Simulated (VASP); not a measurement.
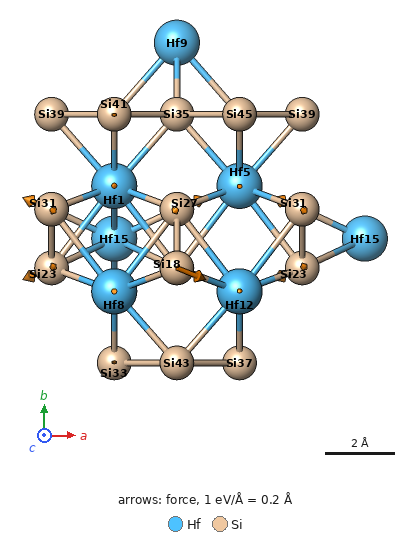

Starting geometry of a defect cell of composition Hf15Si32 with the computed forces as orange arrows. Style: ball-and-stick. Shown: the atoms within 5.8 Å of the atom that moves most (axes of the cell of the calculation (origin shifted)), along the c axis.

The run lets the atoms move in a fixed cell.

The calculation used Kohn-Sham DFT of a periodic cell, PBE, VASP PAW PBE potentials, recommended (VASP 6.6.1).

Input file:
```
SYSTEM = Hf15Si32
  PREC = Accurate
  ENCUT = 520
  EDIFF = 1E-6
  ISMEAR = 1
  SIGMA = 0.1
  LREAL = .FALSE.
  LASPH = .TRUE.
  NELM = 80
  ALGO = Normal
  ISIF = 2
  LWAVE = .FALSE.
  LCHARG = .FALSE.
  GGA = PE
  IBRION = 2
  NSW = 60
  EDIFFG = -0.02
```

Launched with:
```bash
cat potpaw_PBE.64/Hf_pv/POTCAR potpaw_PBE.64/Si/POTCAR > POTCAR
mpirun -np 8 vasp_std > vasp.out
```

Question: Is this structure relaxed? If not, where do the atoms go?

Answer: It isn't relaxed: the largest force vector, on Si atoms, is 5.26 eV/Å. The final displacements follow the starting forces only in part (cosine between the two patterns 0.66). The energy falls by 3.441 eV per cell of the calculation in 23 geometry steps. Largest force component: 4.3 eV/Å at the start, 0.015 eV/Å at the end. The largest moves, 0.39 Å, are those of Si atoms. Largest moves by element: Si 0.39 Å, Hf 0.21 Å. The cell doesn't change. Among the contacts that change: Si–Si 2.504 → 3.195 Å, Si–Si 3.334 → 3.006 Å, Hf–Si 2.222 → 2.532 Å, Si–Si 3.325 → 3.018 Å. Bond angles that change, for instance: Hf–Si–Si 91.8° → 78.8°, Hf–Si–Hf 150.3° → 163.2°, Hf–Si–Hf 101.2° → 89.7°.

Limits of the set-up: the periodic images lie only 7.3 Å apart, so the values are limited by the cell's size.
